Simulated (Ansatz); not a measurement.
**Be: density, localisation and related maps**

Input file:

```
crystal:
  lattice:
    - [0.0, 2.4754914232, 2.4754914232]
    - [2.4754914232, 0.0, 2.4754914232]
    - [2.4754914232, 2.4754914232, 0.0]
  atoms:
    - { symbol: Be, position: [0.125, 0.125, 0.125] }
    - { symbol: Be, position: [0.875, 0.875, 0.875] }
hamiltonian:
  xc: lda
  pseudopotentials:
    kind: paw
    azcp:
      Be: "pseudopotentials/Be.paw.azcp"
basis:
  ecutwfc: 420
  fft_grid_basis: typed
kpoints:
  mp_grid: { grid: [13, 13, 13], shift: [0, 0, 0] }
magnetization:
  spin_polarized: false
scf:
  occupations: { method: fermi_dirac, width: 0.1 }
  lower_state_search: "off"
output:
  stress: true
  write_density: true
  write_potential: true
  elf: true
  volumetric_format: npy
```

Below, planes, directions and counts refer to the conventional cell (a = 4.95 Å, b = 4.95 Å, c = 4.95 Å, α = 90.00°, β = 90.00°, γ = 90.00°).

Space group Fd-3m; set up as Be, diamond; a generated structure, not necessarily the stable one; changed on purpose from its base cell (volume × 1.08); computed pressure about −3 GPa in this cell.

All numbers below come from Ansatz 0.2.0, DFT, LDA (PW92), plane waves (420 eV) with PAW, scalar-relativistic.

The density is the valence pseudo-density of a PAW calculation; it isn't the true density close to the nuclei.

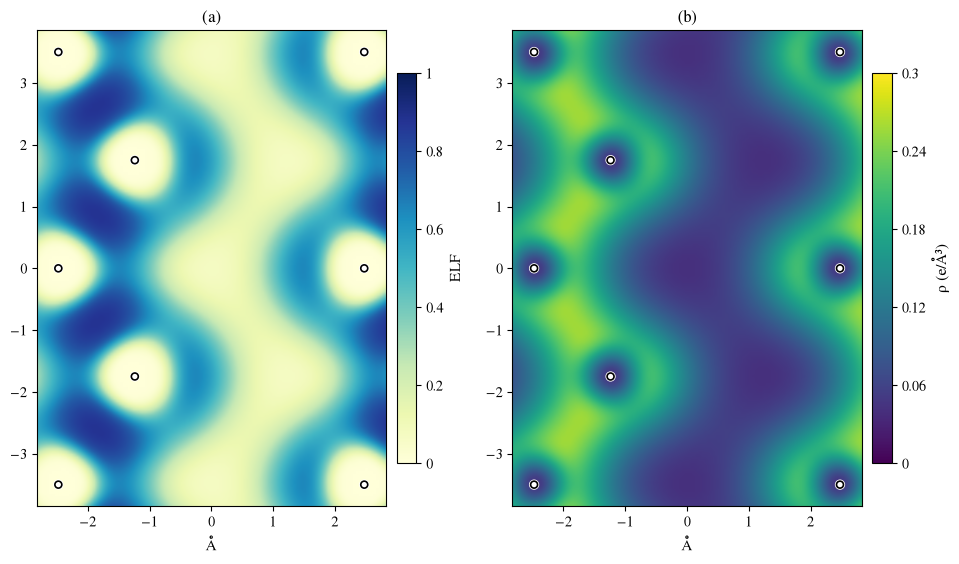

Figure 1. (a) ELF; (b) valence charge density (pseudo) on the (110) plane of the conventional cell. Circles mark the nuclei in the plane (Be).

### What do the fields say about this system?

- The plane passes through Be nuclei.
- Be–Be (2.14 Å): ρ at the midpoint is about 0.26 e/Å³; the ELF peaks at about 0.90 between the atoms.
- Between the atoms the lowest density in this plane is 0.04 e/Å³.

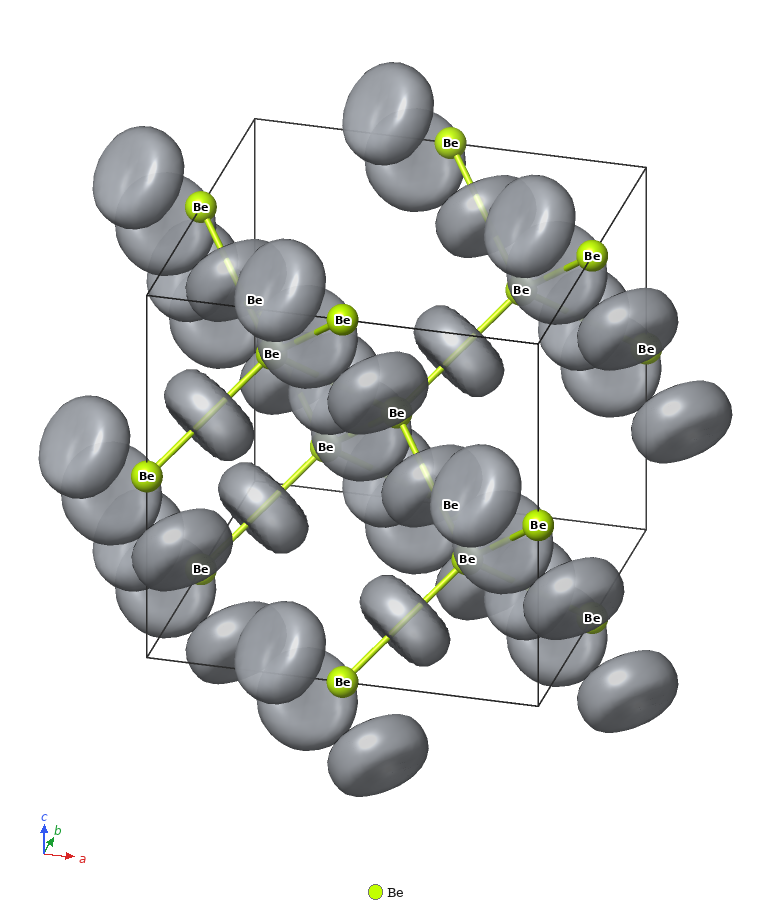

Figure 2. Isosurface of the ELF at 0.75 (grey), seen at an oblique angle. Only the valence region is drawn (cores and ρ < 0.01 e/Å³ removed). Sticks mark near contacts.

### What do the ELF domains correspond to?

The surface consists of 16 regions between bonded Be–Be atoms, counted in one cell of 8 atoms. Regions shared between cells count once.

### Does the calculation make it a metal, or give it a gap?

It is gapless in this calculation (a metal or semimetal).
